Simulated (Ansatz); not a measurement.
```xyz
4
Lattice="2.7342 0.0000 0.0000 0.0000 2.7342 0.0000 0.0000 0.0000 7.5066" Properties=species:S:1:pos:R:3 pbc="T T T"
Fe    1.3671    1.3671    0.0000
Pt    0.0000    0.0000    5.6299
Fe    1.3671    1.3671    3.7533
Pt    0.0000    0.0000    1.8766
```

Space group P4/mmm; started from the FePt prototype; spin-polarised.

Computed with Ansatz, DFT PBE, scalar-relativistic, plane waves, PAW.

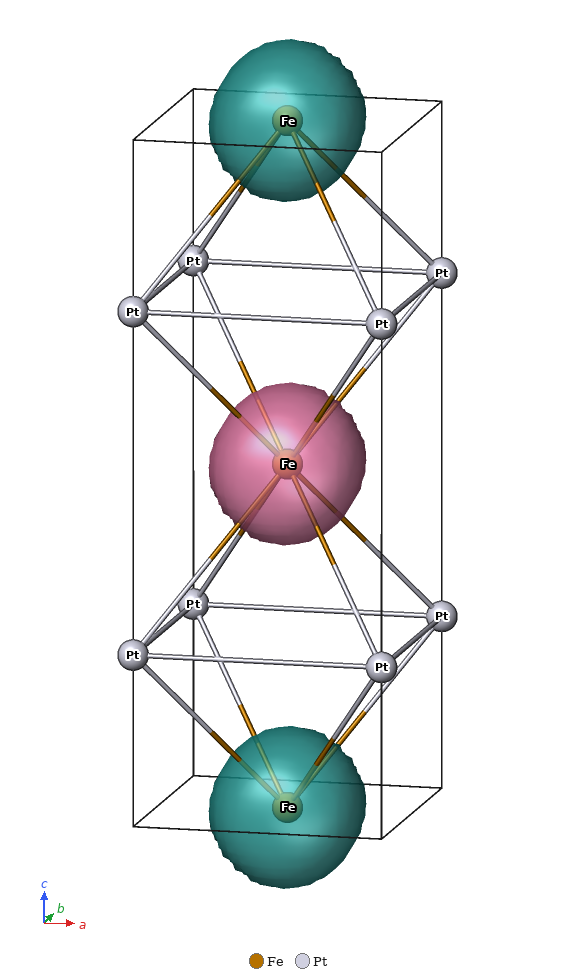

FePt. Isosurfaces of the spin density (up minus down) at +0.2 (teal) and −0.2 e/Å³ (pink), seen slightly off an axis. Sticks mark near contacts.

In a PAW calculation such maps are meaningful between the atoms, not at the nuclei.

> Describe the spin distribution.

The spin density sits on Fe: +3.0 μB and −3.0 μB in one cell of 4 atoms: antiferromagnetic in this solution, which needn't be the ground state, with nearest magnetic neighbours parallel and the sign changing further off. The cell of the calculation (4 atoms) carries 0.0 μB of net spin moment.
